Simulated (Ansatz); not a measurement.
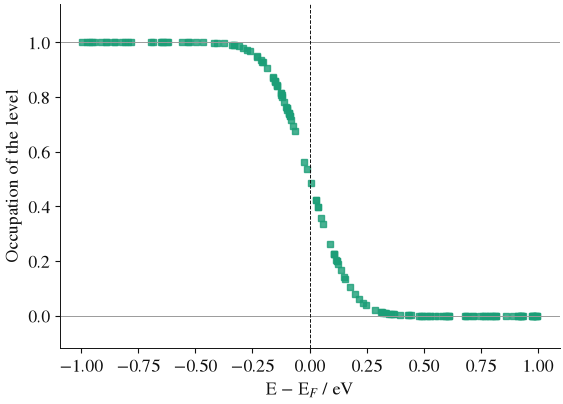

Occupations of the one-electron levels of the k mesh against their energy, from a run on Sr, space group I4_1/amd (No. 141), 2 atoms in the cell, with Ansatz.

Which smearing scheme was used (Fermi-Dirac, Gaussian, Methfessel-Paxton or cold), and about what width?

Answer. Gaussian smearing with a width of 0.2 eV. The occupations stay between 0 and 1 and die off fast, as an error function; the slope at the Fermi level is 1/(√π × width).

Is that width safe?

Answer. It is wide: energies, forces and moments pick up smearing errors, and small gaps get partly filled, so it should be reduced or extrapolated to zero width.
